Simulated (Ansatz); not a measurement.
**LiH: molecular dynamics (part 3 of 3)**

The same run, continued: LiH (Fm-3m, 16 atoms in the cell); DFT PBE, scalar-relativistic, plane waves, PAW, no spin polarisation (Ansatz 0.2.0); cutoff 420 eV, 2×2×2 k-mesh, Fermi–Dirac smearing of 0.0388 eV. The structure derives from an entry of the Crystallography Open Database. It belongs to a series of runs on one base structure; here: dynamics (NVT, Langevin thermostat) at 450 K, volume × 1.01.

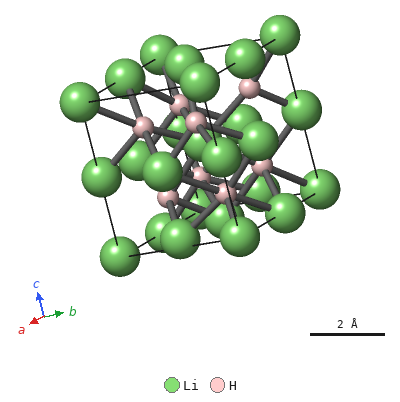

*The geometry at step 60 of the log (ball-and-stick view of the cell of the calculation, seen slightly off an axis).*

Log, continued:
```
SCF iter   1: F=—  HF=-1770.432459 eV  |F-HF|=—  |Δ(HF+E_count)|=         —  Δρ=1.89e-3  dr2=4.96e-3  ethr=1.50e-5  ⟨swp⟩=3.5  Hψ=593  notcnv=0
preconditioner: auto → none  [insulator: Δε(μ)=4.351 eV  Ē_g=10.131 eV  σ=0.039 eV  W_gap=1.00  n_scr=14 (ndim 8)  ℏωp=12.8 eV  f_vac=0.000  D(μ)=0.00/eV (n_scr^D=0)  ε∞_Penn≈2.6]
SCF iter   2: F=—  HF=-1770.431138 eV  |F-HF|=—  |Δ(HF+E_count)|=   1.32e-3  Δρ=7.77e-4  dr2=5.97e-4  ethr=1.50e-5  ⟨swp⟩=1.0  Hψ=128  notcnv=0
SCF iter   3: F=—  HF=-1770.431018 eV  |F-HF|=—  |Δ(HF+E_count)|=   1.20e-4  Δρ=1.29e-4  dr2=1.20e-5  ethr=1.87e-6  ⟨swp⟩=1.0  Hψ=128  notcnv=0
SCF iter   4: F=—  HF=-1770.431014 eV  |F-HF|=—  |Δ(HF+E_count)|=   4.11e-6  Δρ=1.91e-5  dr2=3.23e-7  ethr=3.76e-8  ⟨swp⟩=2.2  Hψ=153  notcnv=0
SCF iter   5: F=-1770.431014 eV  HF=-1770.431014 eV  |F-HF|=1.89e-8  |Δ(HF+E_count)|=   4.94e-8  Δρ=7.22e-6  dr2=2.34e-8  ethr=3.13e-10  ⟨swp⟩=3.0  Hψ=272  notcnv=0
SCF 151 converged in 5 iterations: F = -1770.431014 eV  dr2 = 2.34e-8
md step   150: t =    75.00 fs  T =   460.5 K  F+E_penalty+E_count = -1770.43101440 eV  E_kin = 0.952481 eV  P_inst = 0.2039 GPa  (5 SCF iters)
```

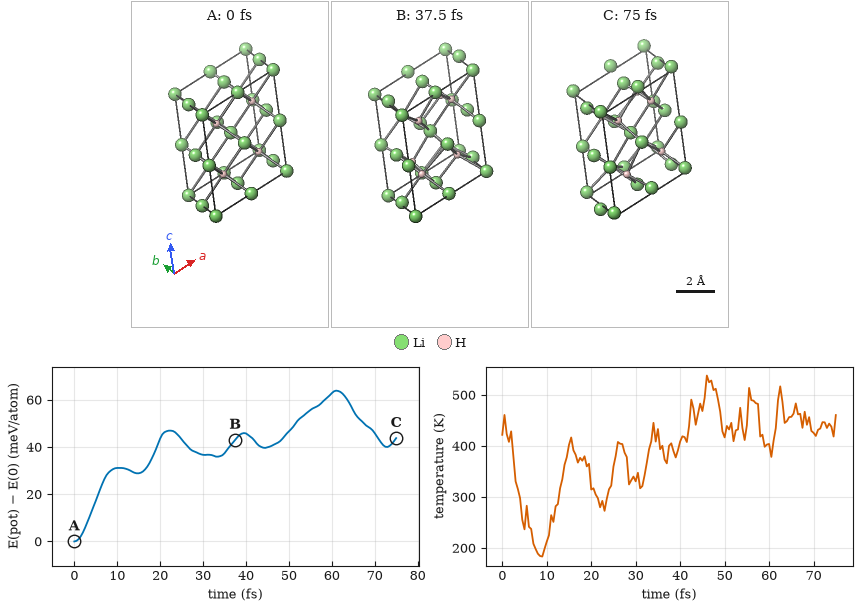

*Frames of the molecular dynamics (ball-and-stick, reduced simulation cell, seen slightly off an axis) above the curves, on which the letters mark them.*

The trajectory kept here has 151 frames over 75 fs. The temperature starts at 422 K, ranges from 183 to 538 K and averages 448 K over the second half. The potential energy ends 43.8 meV/atom above its first value. With the common drift removed, the root-mean-square displacement is 0.20 Å, and Li7 has moved furthest (0.32 Å).

```
SCF converged after 5 iterations
Free energy (F): -1770.431014 eV
Harris-Foulkes:  -1770.431014 eV  (|F-HF|=1.89e-8)
Internal energy: -1770.431014 eV  (E = F + TS)
E sigma→0 (E₀):  -1770.431014 eV
Fermi energy:    2.131581 eV
--- Per-component energies (eV) ---
  E_band       = -729.299546
  E_kinetic    = 286.162636
  E_local      = -1025.010001  (includes V_loc(G=0)·N_el)
  E_nonlocal   = -253.963258
  E_hartree    = 288.998984
  E_xc         = -160.830082
  E_vxc        = -207.584684  (∫ρ·V_xc dr)
  E_paw        = -172.337566  (= ΣΔE_a)
  E_vpaw       = -106.892843  (= ΣTr[D̂ρ^β])
  E_aug_tail   = -0.009424  (compensation charges beyond the density's cutoff)
  E_ewald      = -733.442303
  E_smearing   = -0.000000  (= −TS)
  E_closure    = 0.000000  (closes the sum)
  Σ components = -1770.431014   (vs F -1770.431014, Δ=0.00e0)
--- Forces (eV/Å), atoms counted from 1 ---
  atom   1  Li    -0.14015639    -0.08792711    -0.01520846
  atom   2  Li    -0.20160025    -0.07064564     0.13729845
  atom   3  Li     0.02703417    -0.12285499     0.13589579
  atom   4  Li    -0.43576931     0.05883812    -0.36497319
  atom   5  Li    -0.02142109    -0.05498789    -0.03497010
  atom   6  Li     0.36229602    -0.54597176     0.19453732
  atom   7  Li     0.02384303     0.87546729     0.23090795
  atom   8  Li    -0.51736206     0.18349640     0.39444138
  atom   9  H      0.46291016     0.16312441    -0.34641579
  atom  10  H     -0.15082760     0.12048821    -0.56007377
  atom  11  H      0.24222765    -0.19524908    -0.24655503
  atom  12  H      0.08272555    -0.35768851     0.23337993
  atom  13  H     -0.15232326     0.49069143    -0.17162681
  atom  14  H     -0.13213420     0.00441436     0.06988120
  atom  15  H      0.42689349    -0.22981091     0.10044656
  atom  16  H      0.12366131    -0.23136064     0.24302032
  max |Σ_I F_I| component: 2.37e-5 eV/Å
--- Stress (GPa, compression-positive) ---
       -0.151352       0.128715      -0.038019
        0.128714      -0.822585       0.049900
       -0.038019       0.049901      -0.663873
  P = ⅓ Tr σ = -0.5459 GPa (-5.459 kbar)
--- MD trajectory: 150 steps, t = 0.0 → 75.0 fs ---
  final state: T = 460.5 K   F+E_penalty+E_count = -1770.43101440 eV   E_kin = 0.952481 eV
```

Trajectory as extended XYZ (Å, eV, eV/Å), 6 of the 151 frames kept, from step=0 to step=150:
```
16
Lattice="-4.0785 -4.0785 0.0000 -4.0785 0.0000 -4.0785 0.0000 -4.0785 -4.0785" Properties=species:S:1:pos:R:3:forces:R:3 step=0 time_fs=0.0 energy=-1771.13148 temperature=421.9 pressure_GPa=-1.20
Li   -4.0785   -4.0785   -4.0785    0.0000   0.0000   0.0000
Li   -2.0393   -2.0393   -4.0785    0.0000   0.0000   0.0000
Li   -2.0393   -4.0785   -2.0393    0.0000   0.0000   0.0000
Li    0.0000   -2.0393   -2.0393    0.0000   0.0000   0.0000
Li   -4.0785   -2.0393   -2.0393    0.0000   0.0000   0.0000
Li   -2.0393    0.0000   -2.0393    0.0000   0.0000   0.0000
Li   -2.0393   -2.0393    0.0000    0.0000   0.0000   0.0000
Li    0.0000    0.0000    0.0000    0.0000   0.0000   0.0000
H    -2.0393   -2.0393   -2.0393    0.0000   0.0000   0.0000
H    -4.0785   -4.0785   -2.0393    0.0000   0.0000   0.0000
H    -4.0785   -2.0393   -4.0785    0.0000   0.0000   0.0000
H    -6.1178   -4.0785   -4.0785    0.0000   0.0000   0.0000
H    -2.0393   -4.0785   -4.0785    0.0000   0.0000   0.0000
H    -4.0785   -6.1178   -4.0785    0.0000   0.0000   0.0000
H    -4.0785   -4.0785   -6.1178    0.0000   0.0000   0.0000
H    -6.1178   -6.1178   -6.1178    0.0000   0.0000   0.0000
16
Lattice="-4.0785 -4.0785 0.0000 -4.0785 0.0000 -4.0785 0.0000 -4.0785 -4.0785" Properties=species:S:1:pos:R:3:forces:R:3 step=30 time_fs=15.0 energy=-1770.66957 temperature=402.1 pressure_GPa=-0.24
Li   -3.9724   -4.0608   -4.0893   -0.1136  -0.0760   0.0450
Li   -2.0437   -1.9812   -4.0279    0.2505  -0.1718  -0.2229
Li   -2.0735   -4.0380   -1.9917    0.1661  -0.1050   0.0562
Li    0.0299   -2.0425   -2.0704    0.0107  -0.0118   0.2642
Li   -4.1058   -2.0462   -2.1812    0.1513   0.0896   0.3027
Li   -1.9864   -0.0813   -2.2038   -0.0416   0.2707   0.3495
Li   -2.0743   -2.0184    0.0151    0.0080   0.0546   0.0986
Li   -0.0273    0.0482    0.0130   -0.0538  -0.0539  -0.0526
H    -2.0034   -1.9239   -1.7749   -0.0397  -0.2233  -0.5509
H    -4.0517   -4.1818   -2.0859   -0.0520   0.3248   0.1596
H    -3.8614   -1.9237   -4.1245   -0.4124  -0.1649   0.1652
H    -6.1152   -4.1189   -4.1097   -0.0016   0.1614   0.1349
H    -2.1000   -3.9381   -3.8406    0.2926  -0.1563  -0.3345
H    -4.1067   -6.0897   -3.9292    0.1006  -0.1611  -0.2004
H    -4.0965   -4.1785   -5.9199    0.1419   0.2622  -0.5010
H    -5.9257   -6.1600   -6.2653   -0.4070  -0.0392   0.2863
16
Lattice="-4.0785 -4.0785 0.0000 -4.0785 0.0000 -4.0785 0.0000 -4.0785 -4.0785" Properties=species:S:1:pos:R:3:forces:R:3 step=60 time_fs=30.0 energy=-1770.54422 temperature=330.7 pressure_GPa=-0.40
Li   -4.0047   -4.0772   -4.2107    0.0889   0.1108   0.1722
Li   -2.0975   -2.0084   -4.1022    0.3703  -0.3367   0.1075
Li   -2.0674   -4.0794   -1.9204    0.0882   0.1275  -0.4637
Li    0.0877   -2.0145   -2.1023   -0.0185   0.1714   0.0214
Li   -4.0220   -1.9955   -2.2026   -0.2206  -0.1954   0.3803
Li   -1.9725   -0.1360   -2.2559    0.1827   0.6215   0.4378
Li   -1.9932   -1.9059   -0.0557   -0.0168  -0.0590   0.0348
Li    0.1300    0.0515    0.0439   -0.5374   0.2598  -0.2597
H    -1.8759   -1.9612   -1.9778   -0.3581   0.0310  -0.1942
H    -4.0104   -3.9262   -2.2294   -0.0966  -0.1942   0.3015
H    -4.0562   -2.0489   -4.1810    0.0121   0.2748   0.2740
H    -6.1766   -3.9556   -4.1339    0.2050  -0.1113   0.1205
H    -2.0021   -3.9935   -3.9501    0.0276  -0.1977  -0.1859
H    -4.1178   -6.0344   -4.0673    0.2767   0.0428  -0.1140
H    -3.9350   -3.8103   -6.2470   -0.0543  -0.7248   0.2503
H    -6.0628   -6.0580   -5.8291    0.0507   0.1794  -0.8828
16
Lattice="-4.0785 -4.0785 0.0000 -4.0785 0.0000 -4.0785 0.0000 -4.0785 -4.0785" Properties=species:S:1:pos:R:3:forces:R:3 step=90 time_fs=45.0 energy=-1770.49362 temperature=468.5 pressure_GPa=0.03
Li   -3.9567   -4.1135   -4.1777   -0.1700   0.0709  -0.0342
Li   -1.9641   -2.1071   -4.0851    0.0073   0.0873  -0.6094
Li   -2.0078   -4.0724   -2.0063    0.1469  -0.2072  -0.2699
Li    0.0878   -1.9428   -2.0677    0.0779  -0.1501  -0.0168
Li   -4.0258   -2.0625   -2.1400   -0.2716   0.1527  -0.0185
Li   -2.0146   -0.0172   -2.1383   -0.0115   0.2848   0.0173
Li   -2.0242   -1.9867   -0.2229    0.2505  -0.1390   0.3335
Li    0.1318    0.0307   -0.0797   -0.3223  -0.0841   0.2620
H    -2.1240   -1.8528   -2.4012    0.2628  -0.4341   0.7668
H    -4.1540   -3.9541   -1.8630    0.2588  -0.2675  -0.6797
H    -4.2357   -2.0652   -4.1458    0.4206  -0.0539  -0.0955
H    -6.2007   -4.0472   -4.2597    0.3244  -0.0294   0.3140
H    -1.9779   -4.2327   -4.2122   -0.1445   0.5467   0.1827
H    -3.7840   -6.1069   -4.0973   -0.7357   0.0385   0.0783
H    -4.1071   -4.1901   -6.0767    0.1216   0.3641  -0.2333
H    -6.0387   -6.0432   -6.0937   -0.2151  -0.1798   0.0028
16
Lattice="-4.0785 -4.0785 0.0000 -4.0785 0.0000 -4.0785 0.0000 -4.0785 -4.0785" Properties=species:S:1:pos:R:3:forces:R:3 step=120 time_fs=60.0 energy=-1770.12640 temperature=403.9 pressure_GPa=0.61
Li   -3.8926   -4.1747   -4.1210   -0.4428   0.0704   0.0568
Li   -1.8718   -2.2056   -4.0682   -0.2338   1.4915   0.0408
Li   -1.9432   -4.0266   -2.2055    0.1207  -0.2785   0.1889
Li    0.1378   -1.9789   -2.0018   -0.0834  -0.1658  -0.0875
Li   -4.1611   -2.1254   -2.1167    0.1767   0.3215  -0.2541
Li   -2.0909    0.1263   -2.0931    0.0530  -0.3689  -0.1309
Li   -2.0739   -2.2100   -0.3088    0.3340   0.0927   0.8369
Li    0.1073   -0.0409   -0.1862   -0.0343  -0.0369   0.2616
H    -2.1728   -1.9245   -1.9890    0.0981  -0.2854  -0.4326
H    -3.9027   -4.1613   -2.1585   -0.1491   0.4305   0.2457
H    -4.1365   -1.8655   -4.2420   -0.0358  -0.2571   0.3643
H    -5.8573   -4.2430   -4.0777   -0.5433   0.4795  -0.0949
H    -2.0838   -3.7409   -4.2463    0.1923  -1.3165   0.2481
H    -4.1634   -6.1734   -3.8342    0.5092  -0.1336  -0.6386
H    -3.9708   -4.0594   -5.9315   -0.2674  -0.0105  -0.5376
H    -6.1353   -6.0839   -6.1716    0.3061  -0.0329  -0.0668
16
Lattice="-4.0785 -4.0785 0.0000 -4.0785 0.0000 -4.0785 0.0000 -4.0785 -4.0785" Properties=species:S:1:pos:R:3:forces:R:3 step=150 time_fs=75.0 energy=-1770.43101 temperature=460.5 pressure_GPa=0.20
Li   -3.9479   -4.1434   -4.1139   -0.1402  -0.0879  -0.0152
Li   -1.8305   -2.0515   -4.1307   -0.2016  -0.0706   0.1373
Li   -2.0197   -4.1034   -2.2900    0.0270  -0.1229   0.1359
Li    0.1905   -2.0684   -1.9364   -0.4358   0.0588  -0.3650
Li   -4.1111   -2.0443   -2.1247   -0.0214  -0.0550  -0.0350
Li   -2.1936    0.1426   -2.1741    0.3623  -0.5460   0.1945
Li   -2.0452   -2.3669   -0.2787    0.0238   0.8755   0.2309
Li    0.1550   -0.1595   -0.2123   -0.5174   0.1835   0.3944
H    -2.2972   -2.2069   -2.0839    0.4629   0.1631  -0.3464
H    -4.0169   -4.2403   -1.9718   -0.1508   0.1205  -0.5601
H    -4.1686   -2.0801   -4.0588    0.2422  -0.1952  -0.2466
H    -6.1241   -4.1186   -4.1905    0.0827  -0.3577   0.2334
H    -2.0002   -4.3318   -4.1694   -0.1523   0.4907  -0.1716
H    -4.0238   -6.1766   -4.2044   -0.1321   0.0044   0.0699
H    -4.2166   -3.9694   -6.2043    0.4269  -0.2298   0.1004
H    -6.1396   -6.1130   -6.2376    0.1237  -0.2314   0.2430
```

The run was set up as follows.

Input file:
```yaml
crystal:
  lattice:
    - [-4.0785050826, -4.0785050826, 0.0]
    - [-4.0785050826, 0.0, -4.0785050826]
    - [0.0, -4.0785050826, -4.0785050826]
  atoms:
    - { symbol: Li, position: [0.5, 0.5, 0.5] }
    - { symbol: Li, position: [0.0, 0.5, 0.5] }
    - { symbol: Li, position: [0.5, 0.0, 0.5] }
    - { symbol: Li, position: [0.0, 0.0, 0.5] }
    - { symbol: Li, position: [0.5, 0.5, 0.0] }
    - { symbol: Li, position: [0.0, 0.5, 0.0] }
    - { symbol: Li, position: [0.5, 0.0, 0.0] }
    - { symbol: Li, position: [0.0, 0.0, 0.0] }
    - { symbol: H, position: [0.25, 0.25, 0.25] }
    - { symbol: H, position: [0.75, 0.25, 0.25] }
    - { symbol: H, position: [0.25, 0.75, 0.25] }
    - { symbol: H, position: [0.75, 0.75, 0.25] }
    - { symbol: H, position: [0.25, 0.25, 0.75] }
    - { symbol: H, position: [0.75, 0.25, 0.75] }
    - { symbol: H, position: [0.25, 0.75, 0.75] }
    - { symbol: H, position: [0.75, 0.75, 0.75] }
basis:
  ecutwfc: 420
kpoints:
  mp_grid: { grid: [2, 2, 2], shift: [0.5, 0.5, 0.5] }
hamiltonian:
  xc: pbe
scf:
  occupations: { method: fermi_dirac, width: 0.0388 }
  lower_state_search: "off"
  convergence: { dr2_threshold: 1.0e-07 }
output:
  forces: true
  stress: true
md:
  timestep: 0.5
  n_steps: 150
  ensemble: nvt_langevin
  temperature: 450.0
  initial_velocities: maxwell_boltzmann
  seed: 19876
  friction: 0.05
```

Launched with:
```bash
ansatz run input.yaml --threads 4 --pin off --max-ram 5120MiB --backend cpu --events-out ev --progress --plain --runs-dir out
```

Results in brief:

| quantity | value |
| --- | --- |
| outcome | finished |
| mean temperature over the second half | 448 K |
| trajectory | 150 steps, 75 fs |
| ensemble | nvt_langevin |
| temperature in the input | 450.0 K |
| time step | 0.5 fs |
| space group of the start (tolerance 0.01 Å) | Fm-3m (225) |
| electrons treated | 32 |
| potential energy (free energy of the electrons) (last step) | −1770.4310 eV |
| Fermi energy (last step) | 2.132 eV |
| pressure (without the kinetic term) (last step) | −0.55 GPa |
| largest force (length of the vector) (last step) | 0.906 eV/Å |
| hardware | 4 threads of an x86-64 CPU, shared host |
| wall time | 27 s (CPU time 86 s) |
| peak memory | 0.45 GiB |

Remarks:

The k-point mesh is coarse (a preliminary or cheap run), so energies and forces are approximate. The program warns: the SCF threshold is looser than advised for the printed stress. So short a trajectory is not equilibrated. The logged temperature at the start can lie below the typed one, since it is counted over all degrees of freedom.
